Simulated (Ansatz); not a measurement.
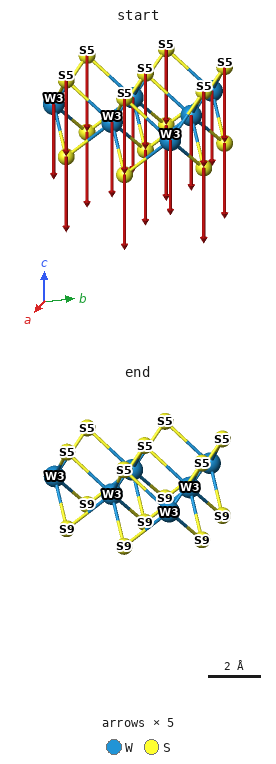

The structure of a crystal of WS2 (set up in P-3m1) before (top) and after (bottom) a relaxation, at one scale. The red arrows give the displacements (the part carried along by the change of the cell is left out), 5 times their true length.

The picture is a ball-and-stick view of the atoms within 5.0 Å of the atom that moves most (axes of the 2 × 2 repeat of the cell, outlined in the plane, without the vacuum), seen slightly off an axis.

The run lets cell and atoms move.

Method: Kohn-Sham DFT of a periodic cell, LDA, Ansatz PAW in Ansatz.

Input file:
```yaml
crystal:
  lattice:
    - [3.1831225544, 0.0, 0.0]
    - [-1.5915612772, 2.7566649955, 0.0]
    - [0.0, 0.0, 35.1805582101]
  atoms:
    - { symbol: W, position: [0.3333333333, 0.6666666667, 0.59231661] }
    - { symbol: W, position: [0.3333333333, 0.6666666667, 0.2234] }
    - { symbol: W, position: [0.6666666667, 0.3333333333, 0.7766] }
    - { symbol: W, position: [0.6666666667, 0.3333333333, 0.40768339] }
    - { symbol: S, position: [0.3333333333, 0.6666666667, 0.82114964] }
    - { symbol: S, position: [0.3333333333, 0.6666666667, 0.45202369] }
    - { symbol: S, position: [0.6666666667, 0.3333333333, 0.63662107] }
    - { symbol: S, position: [0.6666666667, 0.3333333333, 0.26774184] }
    - { symbol: S, position: [0.3333333333, 0.6666666667, 0.73225816] }
    - { symbol: S, position: [0.3333333333, 0.6666666667, 0.36337893] }
    - { symbol: S, position: [0.6666666667, 0.3333333333, 0.54797631] }
    - { symbol: S, position: [0.6666666667, 0.3333333333, 0.17885036] }
hamiltonian:
  xc: lda
  pseudopotentials: { kind: paw }
kpoints:
  mp_grid: { grid: [10, 10, 1] }
scf:
  occupations: { method: fermi_dirac, width: 0.05 }
output:
  forces: true
  stress: true
  eigenvalues: true
  write_density: true
  write_potential: true
  elf: true
  volumetric_format: npy
relax:
  f_tol: 0.01
  max_steps: 40
  cell: { stress_tol: 0.05 }
```

Command:
```bash
ansatz run input.yaml --threads 4 --pin off --max-ram 11264MiB --backend cpu --events-out ev --progress --plain --runs-dir out
```

Question: Describe what moved and what it gained.

Answer: The largest moves relative to the cell and the layer's centre, 0.62 Å, are those of S5, S8, S9 and S12. S5 goes along the normal (−c). By element the largest moves are S 0.62 Å, W 0.61 Å. In the plane the drawn cell goes a 6.366 → 6.252 Å (−1.8 %), b 6.366 → 6.252 Å (−1.8 %). Among the contacts that change: W3–W3 3.183 → 3.126 Å, W3–S5 2.415 → 2.385 Å, W3–S9 2.411 → 2.387 Å. The space group stays P-3m1 (No. 164). After 4 accepted moves (6 points after the start) the energy has fallen by 0.237 eV per cell of the calculation. Largest force component: 0.54 eV/Å at the start, 0.0071 eV/Å at the end. The line search rejected the trial step at point 1 of the run. The SCF was repeated once at an unchanged geometry on a basis and grid sized afresh for the cell, which shifted the energy by 2.5 meV per cell of the calculation at most. At step 1 the optimiser overshot: the energy rose above the start, and later steps came back. Cost: 110 s on 4 threads of Intel(R) Xeon(R) Processor @ 2.50GHz (Skylake/Cascade Lake), on a shared host, peak memory 0.89 GiB.

Limits of the set-up: layers or molecules are held without a dispersion correction, so their spacing is unreliable.
